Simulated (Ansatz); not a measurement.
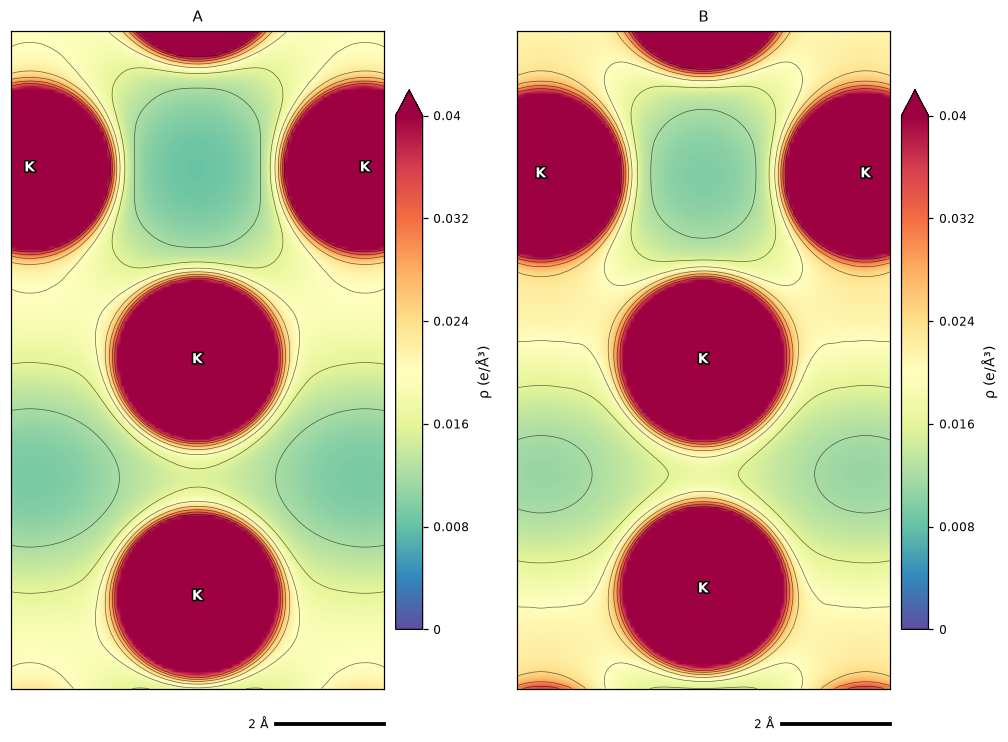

K. The valence electron density of two cells that differ in size, on the (100) plane of each (indices in the axes of the calculation cell), at one length scale and on one colour scale; one has 81.0 and the other 89.1 Å³ an atom.

Space group Cmmm; computed without spin polarisation.

All numbers below come from Ansatz, DFT PBEsol, scalar-relativistic, plane waves, PAW.

The larger cell:

```
K
1.0
     4.40280   -4.39630    0.00000
     4.40280    4.39630    0.00000
     0.00000    0.00000   11.50527
K
5
Direct
  0.50000 0.00000 0.30925
  0.00000 0.50000 0.69075
  0.00000 0.50000 0.30925
  0.50000 0.00000 0.69075
  0.00000 0.00000 0.00000
```

The smaller cell: a = 6.027 Å, b = 6.027 Å, c = 11.145 Å, α = 90.00°, β = 90.00°, γ = 89.92°.

Question: Which panel shows the smaller cell, and what does the compression change?

Answer: Panel B is the smaller cell, by 9 % in volume. From the larger cell to the smaller, K–K goes from 4.39 to 4.25 Å, and the density at its midpoint from 0.02 to 0.02 e/Å³; the pressure goes from −0.2 to 0.0 GPa.
